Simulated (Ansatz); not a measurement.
## WC: geometry relaxation (part 2 of 2)

Continued. System: WC (2 atoms in the cell). Method: DFT PBE, scalar-relativistic, plane waves, PAW, no spin polarisation (Ansatz 0.2.0); cutoff 420 eV, 18×18×14 k-mesh, Fermi–Dirac smearing of 0.15 eV. The structure derives from an entry of the Crystallography Open Database. It belongs to a series of runs on one base structure; here: elastic constants, atoms relaxed.

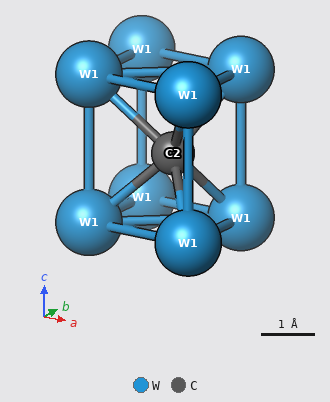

Fig. 1: The geometry at step 3 of the log (ball-and-stick view of the cell of the calculation, seen slightly off an axis; atoms are numbered from 1 in the order of the input).

```
SCF converged after 9 iterations
Free energy (F): -10636.069115 eV
Harris-Foulkes:  -10636.069115 eV  (|F-HF|=3.64e-12)
Internal energy: -10636.045622 eV  (E = F + TS)
E sigma→0 (E₀):  -10636.057369 eV
Entropy (-TS):   -0.023492 eV (-11.746 meV/atom)
Fermi energy:    20.467318 eV
--- Per-component energies (eV) ---
  E_band       = -61.107255
  E_kinetic    = 541.451910
  E_local      = -669.762078  (includes V_loc(G=0)·N_el)
  E_nonlocal   = 25.435606
  E_hartree    = 236.506030
  E_xc         = -316.401356
  E_vxc        = -300.243503  (∫ρ·V_xc dr)
  E_paw        = -8661.111068  (= ΣΔE_a)
  E_vpaw       = -131.001198  (= ΣTr[D̂ρ^β])
  E_aug_tail   = -0.000053  (compensation charges beyond the density's cutoff)
  E_ewald      = -1792.164613
  E_smearing   = -0.023492  (= −TS)
  E_closure    = 0.000000  (closes the sum)
  Σ components = -10636.069115   (vs F -10636.069115, Δ=0.00e0)
--- Forces (eV/Å), atoms counted from 1 ---
  atom   1  W     -0.00000000     0.00000000     0.00000000
  atom   2  C      0.00000000     0.00000000     0.00000000
  max |Σ_I F_I| component: 4.07e-16 eV/Å
--- Stress (GPa, compression-positive) ---
        2.981750      -0.000000       0.000000
        0.000000       2.981750       0.000000
        0.000000       0.000000       2.981512
  P = ⅓ Tr σ = 2.9817 GPa (29.817 kbar)
--- Band table (eV; the first three rows and the last of 296) ---
  k-point 0: bands = ["-53.5148", "-17.5307", "-17.4328", "-17.4328", "6.0319", "16.1550", "17.1045", "17.1045", "20.5247", "23.6339", "23.6339", "26.0086", "26.0086", "26.7436"]
  k-point 1: bands = ["-53.5128", "-17.5689", "-17.4295", "-17.4295", "6.1560", "16.0938", "17.1610", "17.1610", "20.5028", "23.1952", "23.1952", "26.2736", "26.2736", "26.8454"]
  k-point 2: bands = ["-53.5072", "-17.6749", "-17.4203", "-17.4203", "6.5171", "15.8303", "17.3250", "17.3250", "20.5839", "22.3283", "22.3283", "26.5818", "26.5818", "27.1228"]
  k-point 295: bands = ["-53.4123", "-18.0760", "-17.9141", "-17.8644", "9.5085", "13.2657", "15.0517", "18.8161", "19.7849", "24.7913", "26.7304", "27.9522", "29.5146", "30.4508"]
--- Elastic constants: 3 strain directions × 4 members + reference (group order 12) ---
  dense FFT box of the reference and of every strained cell: 20×20×20
  strains applied: 11, 33, 23; error gains: componentwise 1.00 (the most a stress slope's error grows in a printed constant), spectral 1.41 (1 for all six strains in a standard setting)
  C = ∂σ_k/∂η_j (tension-positive GPa; Voigt order 11 22 33 23 13 12):
       717.695    235.262    179.375      0.000      0.000     -0.000
       235.262    717.695    179.375      0.000      0.000      0.000
       179.381    179.381    964.304      0.000      0.000     -0.000
         0.000      0.000      0.000    305.197      0.000      0.000
         0.000      0.000      0.000      0.000    305.197      0.000
        -0.000      0.000     -0.000      0.000      0.000    241.217
  reference stress σ⁰ (GPa):     -2.982     -2.982     -2.982     -0.000     -0.000      0.000
  C* (energy form; C + prestress term) asymmetry max|C*_kj − C*_jk| = 6.517e-3 GPa — a small one proves nothing (zero by symmetry where the batch's group is 432, −43m or m−3m); a large one is finite-difference/SCF noise where every solve meets its electron count
  moduli (Voigt/Reuss/Hill, GPa): K = 398.64/394.90/396.77   G = 290.70/283.39/287.05   E = 693.82   ν = 0.209
  mechanically stable: yes (min eigenvalue of sym C = 241.22 GPa)
  harmonic check of the ions' relaxations: strain 23: 1 pair too noisy to judge
  the stresses are not corrected for the forces that the relaxations left standing (`elastic.f_tol`)
  strain η (Voigt 11):  stress-route row diagonal C_11 = 717.69 GPa, energy-path curvature d²(F+E_count+ΔE)/dδ²/Ω₀ = 717.70 GPa
    cells at ±δ against ±2δ: C11 717.84 and 718.28 GPa, apart by 0.06 % of the column's largest entry
         δ    σ_11 (GPa)             F (eV)   n_scf  n_hpsi   n_pw
    -1.000e-2     -10.4232      -10636.0604337       9  168818    423   relax 3 steps, max|allowed force component| 2.47e-5 eV/Å
    -5.000e-3      -6.6358      -10636.0659860      11  188832    423   relax 3 steps, max|allowed force component| 3.29e-7 eV/Å
     5.000e-3       0.5427      -10636.0699057      11  188848    429   relax 3 steps, max|allowed force component| 5.68e-7 eV/Å
     1.000e-2       3.9424      -10636.0684377      11  188805    429   relax 3 steps, max|allowed force component| 8.47e-7 eV/Å
  strain η (Voigt 33):  stress-route row diagonal C_33 = 964.30 GPa, energy-path curvature d²(F+E_count+ΔE)/dδ²/Ω₀ = 964.28 GPa
    cells at ±δ against ±2δ: C33 964.43 and 964.79 GPa, apart by 0.04 % of the column's largest entry
         δ    σ_33 (GPa)             F (eV)   n_scf  n_hpsi   n_pw
    -1.000e-2     -12.9375      -10636.0588108       8   71544    423   relax 0 steps, max|allowed force component| 2.59e-16 eV/Å
    -5.000e-3      -7.8808      -10636.0655812       3   56321    423   relax 0 steps, max|allowed force component| 1.20e-16 eV/Å
     5.000e-3       1.7635      -10636.0695072       4   61042    426   relax 0 steps, max|allowed force component| 2.31e-16 eV/Å
     1.000e-2       6.3584      -10636.0668509       6   62288    429   relax 0 steps, max|allowed force component| 1.30e-16 eV/Å
  strain η (Voigt 23):  stress-route row diagonal C_44 = 305.20 GPa, energy-path curvature d²(F+E_count+ΔE)/dδ²/Ω₀ = 306.71 GPa
    cells at ±δ against ±2δ: C44 305.17 and 305.07 GPa, apart by 0.03 % of the column's largest entry
         δ    σ_23 (GPa)             F (eV)   n_scf  n_hpsi   n_pw
    -1.000e-2      -3.0507      -10636.0671153      11  313382    424   relax 3 steps, max|allowed force component| 1.89e-5 eV/Å
    -5.000e-3      -1.5258      -10636.0686141      11  313390    424   relax 2 steps, max|allowed force component| 2.79e-5 eV/Å
     5.000e-3       1.5258      -10636.0686141      11  313424    424   relax 3 steps, max|allowed force component| 1.92e-6 eV/Å
     1.000e-2       3.0507      -10636.0671153      11  313506    424   relax 3 steps, max|allowed force component| 1.89e-5 eV/Å
```

File elastic.tsv:
```
# convention: tension-positive GPa; Voigt order 11 22 33 23 13 12; engineering shear strains; stresses and constants hold the Pulay correction, whose part of sigma0, of c and of each member's stress the lines and columns named pulay_correction_..._gpa give (of c_energy it is that of c and, on the columns of strains 1 to 3, that of sigma0; of a layer's constants it is that of c in the plane, times a tenth of its plane spacing in ang); where a line pulay_correction_withheld stands none holds it
# sigma0_gpa = -2.9817501391e0 -2.9817501391e0 -2.9815119515e0 -0.0000000000e0 -0.0000000000e0 2.9646223143e-15
# pulay_correction_sigma0_gpa = -3.0953881780e-1 -3.0953881780e-1 -3.0636418226e-1 -0.0000000000e0 -0.0000000000e0 1.4475694894e-18
# c_energy_asymmetry_gpa = 6.5172579975e-3
# group_order = 12
# error_gain_componentwise = 1.0000000000e0	error_gain_spectral = 1.4142135624e0
# k_voigt_gpa = 3.9863642763e2	k_reuss_gpa = 3.9490103968e2	k_hill_gpa = 3.9676873365e2
# g_voigt_gpa = 2.9070072455e2	g_reuss_gpa = 2.8339466286e2	g_hill_gpa = 2.8704769371e2
# youngs_gpa = 6.9382424419e2	poisson = 2.0855220126e-1
# min_eigenvalue_gpa = 2.4121656990e2	stable = true
# k	c_k1_gpa	c_k2_gpa	c_k3_gpa	c_k4_gpa	c_k5_gpa	c_k6_gpa	c_energy_k1_gpa	c_energy_k2_gpa	c_energy_k3_gpa	c_energy_k4_gpa	c_energy_k5_gpa	c_energy_k6_gpa	pulay_correction_c_k1_gpa	pulay_correction_c_k2_gpa	pulay_correction_c_k3_gpa	pulay_correction_c_k4_gpa	pulay_correction_c_k5_gpa	pulay_correction_c_k6_gpa
1	7.1769482213e2	2.3526168233e2	1.7937456414e2	0.0000000000e0	0.0000000000e0	-7.4567109535e-20	7.1471307199e2	2.3227993219e2	1.7639281400e2	0.0000000000e0	0.0000000000e0	-7.4567109535e-20	4.4024263211e-1	4.4410391118e-1	6.7881502190e-1	0.0000000000e0	0.0000000000e0	2.8827065581e-23
2	2.3526168233e2	7.1769482213e2	1.7937456414e2	0.0000000000e0	0.0000000000e0	7.4546525620e-20	2.3227993219e2	7.1471307199e2	1.7639281400e2	0.0000000000e0	0.0000000000e0	7.4546525620e-20	4.4410391118e-1	4.4024263211e-1	6.7881502190e-1	0.0000000000e0	0.0000000000e0	-2.6580237419e-23
3	1.7938084321e2	1.7938084321e2	9.6430402503e2	0.0000000000e0	0.0000000000e0	-5.3828260055e-23	1.7639933126e2	1.7639933126e2	9.6132251308e2	0.0000000000e0	0.0000000000e0	-5.3828260055e-23	6.6403274868e-1	6.6403274868e-1	9.0323944552e-1	0.0000000000e0	0.0000000000e0	1.9288993393e-24
4	0.0000000000e0	0.0000000000e0	0.0000000000e0	3.0519742982e2	0.0000000000e0	0.0000000000e0	0.0000000000e0	0.0000000000e0	0.0000000000e0	3.0519742982e2	0.0000000000e0	0.0000000000e0	0.0000000000e0	0.0000000000e0	0.0000000000e0	2.8961352639e-1	0.0000000000e0	0.0000000000e0
5	0.0000000000e0	0.0000000000e0	0.0000000000e0	0.0000000000e0	3.0519742982e2	0.0000000000e0	0.0000000000e0	0.0000000000e0	0.0000000000e0	0.0000000000e0	3.0519742982e2	0.0000000000e0	0.0000000000e0	0.0000000000e0	0.0000000000e0	0.0000000000e0	2.8961352639e-1	0.0000000000e0
6	-1.4911363515e-19	1.5648180798e-34	-7.4556817611e-20	0.0000000000e0	0.0000000000e0	2.4121656990e2	2.9644732007e-15	2.9646223143e-15	2.9645477575e-15	0.0000000000e0	0.0000000000e0	2.4121656990e2	5.5407303000e-23	-5.5835981664e-38	2.7703651582e-23	0.0000000000e0	0.0000000000e0	-1.9306395318e-3
```

Trajectory as extended XYZ (Å, eV, eV/Å), 23 frames, from step=1 to step=3:
```
2
Lattice="2.9147 0.0000 0.0000 -1.4573 2.5242 0.0000 0.0000 0.0000 2.8399" Properties=species:S:1:pos:R:3:forces:R:3 step=1 energy=-10636.06034
W     0.0000    0.0000    0.0000    0.0000  -0.0534   0.0000
C     1.4428    0.8414    1.4199    0.0000   0.0534   0.0000
2
Lattice="2.9147 0.0000 0.0000 -1.4573 2.5242 0.0000 0.0000 0.0000 2.8399" Properties=species:S:1:pos:R:3:forces:R:3 step=2 energy=-10636.06043
W     0.0000   -0.0014    0.0000    0.0000  -0.0106   0.0000
C     1.4428    0.8427    1.4199    0.0000   0.0106   0.0000
2
Lattice="2.9147 0.0000 0.0000 -1.4573 2.5242 0.0000 0.0000 0.0000 2.8399" Properties=species:S:1:pos:R:3:forces:R:3 step=3 energy=-10636.06043
W     0.0000   -0.0017    0.0000    0.0000   0.0000   0.0000
C     1.4428    0.8431    1.4199    0.0000   0.0000   0.0000
2
Lattice="2.9147 0.0000 0.0000 -1.4573 2.5242 0.0000 0.0000 0.0000 2.8399" Properties=species:S:1:pos:R:3:forces:R:3 step=1 energy=-10636.06596
W     0.0000    0.0000    0.0000    0.0000  -0.0260   0.0000
C     1.4501    0.8414    1.4199    0.0000   0.0260   0.0000
2
Lattice="2.9147 0.0000 0.0000 -1.4573 2.5242 0.0000 0.0000 0.0000 2.8399" Properties=species:S:1:pos:R:3:forces:R:3 step=2 energy=-10636.06599
W     0.0000   -0.0008    0.0000    0.0000  -0.0003   0.0000
C     1.4501    0.8422    1.4199    0.0000   0.0003   0.0000
2
Lattice="2.9147 0.0000 0.0000 -1.4573 2.5242 0.0000 0.0000 0.0000 2.8399" Properties=species:S:1:pos:R:3:forces:R:3 step=3 energy=-10636.06599
W     0.0000   -0.0008    0.0000    0.0000   0.0000   0.0000
C     1.4501    0.8422    1.4199    0.0000   0.0000   0.0000
2
Lattice="2.9147 0.0000 0.0000 -1.4573 2.5242 0.0000 0.0000 0.0000 2.8399" Properties=species:S:1:pos:R:3:forces:R:3 step=1 energy=-10636.06989
W     0.0000    0.0000    0.0000    0.0000   0.0247   0.0000
C     1.4646    0.8414    1.4199    0.0000  -0.0247   0.0000
2
Lattice="2.9147 0.0000 0.0000 -1.4573 2.5242 0.0000 0.0000 0.0000 2.8399" Properties=species:S:1:pos:R:3:forces:R:3 step=2 energy=-10636.06991
W     0.0000    0.0008    0.0000    0.0000   0.0005   0.0000
C     1.4646    0.8406    1.4199    0.0000  -0.0005   0.0000
2
Lattice="2.9147 0.0000 0.0000 -1.4573 2.5242 0.0000 0.0000 0.0000 2.8399" Properties=species:S:1:pos:R:3:forces:R:3 step=3 energy=-10636.06991
W     0.0000    0.0008    0.0000    0.0000   0.0000   0.0000
C     1.4646    0.8406    1.4199    0.0000   0.0000   0.0000
2
Lattice="2.9147 0.0000 0.0000 -1.4573 2.5242 0.0000 0.0000 0.0000 2.8399" Properties=species:S:1:pos:R:3:forces:R:3 step=1 energy=-10636.06836
W     0.0000    0.0000    0.0000    0.0000   0.0480   0.0000
C     1.4719    0.8414    1.4199    0.0000  -0.0480   0.0000
2
Lattice="2.9147 0.0000 0.0000 -1.4573 2.5242 0.0000 0.0000 0.0000 2.8399" Properties=species:S:1:pos:R:3:forces:R:3 step=2 energy=-10636.06844
W     0.0000    0.0016    0.0000    0.0000   0.0004   0.0000
C     1.4719    0.8398    1.4199    0.0000  -0.0004   0.0000
2
Lattice="2.9147 0.0000 0.0000 -1.4573 2.5242 0.0000 0.0000 0.0000 2.8399" Properties=species:S:1:pos:R:3:forces:R:3 step=3 energy=-10636.06844
W     0.0000    0.0016    0.0000    0.0000   0.0000   0.0000
C     1.4719    0.8398    1.4199    0.0000   0.0000   0.0000
2
Lattice="2.9147 0.0000 0.0000 -1.4573 2.5242 0.0000 0.0000 0.0000 2.8399" Properties=species:S:1:pos:R:3:forces:R:3 step=1 energy=-10636.06711
W     0.0000    0.0000    0.0000    0.0000   0.0029   0.0000
C     1.4573    0.8343    1.4157    0.0000  -0.0029   0.0000
2
Lattice="2.9147 0.0000 0.0000 -1.4573 2.5242 0.0000 0.0000 0.0000 2.8399" Properties=species:S:1:pos:R:3:forces:R:3 step=2 energy=-10636.06711
W     0.0000    0.0001    0.0000    0.0000   0.0006   0.0000
C     1.4573    0.8342    1.4157    0.0000  -0.0006   0.0000
2
Lattice="2.9147 0.0000 0.0000 -1.4573 2.5242 0.0000 0.0000 0.0000 2.8399" Properties=species:S:1:pos:R:3:forces:R:3 step=3 energy=-10636.06711
W     0.0000    0.0001    0.0000    0.0000   0.0000   0.0000
C     1.4573    0.8342    1.4157    0.0000   0.0000   0.0000
2
Lattice="2.9147 0.0000 0.0000 -1.4573 2.5242 0.0000 0.0000 0.0000 2.8399" Properties=species:S:1:pos:R:3:forces:R:3 step=1 energy=-10636.06861
W     0.0000    0.0000    0.0000    0.0000   0.0007   0.0000
C     1.4573    0.8378    1.4178    0.0000  -0.0007   0.0000
2
Lattice="2.9147 0.0000 0.0000 -1.4573 2.5242 0.0000 0.0000 0.0000 2.8399" Properties=species:S:1:pos:R:3:forces:R:3 step=2 energy=-10636.06861
W     0.0000    0.0000    0.0000    0.0000   0.0000   0.0000
C     1.4573    0.8378    1.4178    0.0000   0.0000   0.0000
2
Lattice="2.9147 0.0000 0.0000 -1.4573 2.5242 0.0000 0.0000 0.0000 2.8399" Properties=species:S:1:pos:R:3:forces:R:3 step=1 energy=-10636.06861
W     0.0000    0.0000    0.0000    0.0000   0.0007   0.0000
C     1.4573    0.8449    1.4220    0.0000  -0.0007   0.0000
2
Lattice="2.9147 0.0000 0.0000 -1.4573 2.5242 0.0000 0.0000 0.0000 2.8399" Properties=species:S:1:pos:R:3:forces:R:3 step=2 energy=-10636.06861
W     0.0000    0.0000    0.0000    0.0000   0.0001   0.0000
C     1.4573    0.8449    1.4220    0.0000  -0.0001   0.0000
2
Lattice="2.9147 0.0000 0.0000 -1.4573 2.5242 0.0000 0.0000 0.0000 2.8399" Properties=species:S:1:pos:R:3:forces:R:3 step=3 energy=-10636.06861
W     0.0000    0.0000    0.0000    0.0000   0.0000   0.0000
C     1.4573    0.8449    1.4220    0.0000   0.0000   0.0000
2
Lattice="2.9147 0.0000 0.0000 -1.4573 2.5242 0.0000 0.0000 0.0000 2.8399" Properties=species:S:1:pos:R:3:forces:R:3 step=1 energy=-10636.06711
W     0.0000    0.0000    0.0000    0.0000   0.0029   0.0000
C     1.4573    0.8485    1.4241    0.0000  -0.0029   0.0000
2
Lattice="2.9147 0.0000 0.0000 -1.4573 2.5242 0.0000 0.0000 0.0000 2.8399" Properties=species:S:1:pos:R:3:forces:R:3 step=2 energy=-10636.06711
W     0.0000    0.0001    0.0000    0.0000   0.0006   0.0000
C     1.4573    0.8484    1.4241    0.0000  -0.0006   0.0000
2
Lattice="2.9147 0.0000 0.0000 -1.4573 2.5242 0.0000 0.0000 0.0000 2.8399" Properties=species:S:1:pos:R:3:forces:R:3 step=3 energy=-10636.06711
W     0.0000    0.0001    0.0000    0.0000   0.0000   0.0000
C     1.4573    0.8484    1.4241    0.0000   0.0000   0.0000
```

The run was set up as follows.

Input file:
```yaml
crystal:
  lattice:
    - [2.9146748584, 0.0, 0.0]
    - [-1.4573374292, 2.5241824711, 0.0]
    - [0.0, 0.0, 2.8398574317]
  atoms:
    - { symbol: W, position: [0.0, 0.0, 0.0] }
    - { symbol: C, position: [0.6666666667, 0.3333333333, 0.5] }
basis:
  ecutwfc: 420
kpoints:
  mp_grid: { grid: [18, 18, 14] }
hamiltonian:
  xc: pbe
scf:
  occupations: { method: fermi_dirac, width: 0.15 }
output:
  forces: true
  stress: true
  eigenvalues: true
elastic:
  mode: relaxed_ion
  amplitude: 0.005
```

Launch command:
```bash
ansatz run input.yaml --threads 1 --pin off --max-ram 3072MiB --backend cpu --events-out ev --progress --plain --runs-dir out
```

Results in brief:

| quantity | value |
| --- | --- |
| outcome | converged |
| space group (tolerance 0.01 Å) | P-6m2 (187) → Amm2 (38) |
| electrons treated | 18 |
| free energy | −10636.0691 eV |
| Fermi energy | 20.467 eV |
| gap on the k-point mesh | none (metallic) |
| pressure | 2.98 GPa |
| final volume | 20.89 Å³ |
| bulk modulus (Hill) | 396.8 GPa |
| shear modulus (Hill) | 287.0 GPa |
| largest force (length of the vector) at the end | under 0.001 eV/Å |
| final cell | a = 2.915 Å, b = 2.915 Å, c = 2.840 Å, α = 90.00°, β = 90.00°, γ = 120.00° |
| elastic stability | stable |
| hardware | 1 thread of AMD EPYC (Zen 3), 32 GiB of memory available, shared host |
| wall time | 15 min |
| peak memory | 0.77 GiB |

Results for this metal are sensitive to the k-point mesh. Spin–orbit coupling is left out, which matters for W.
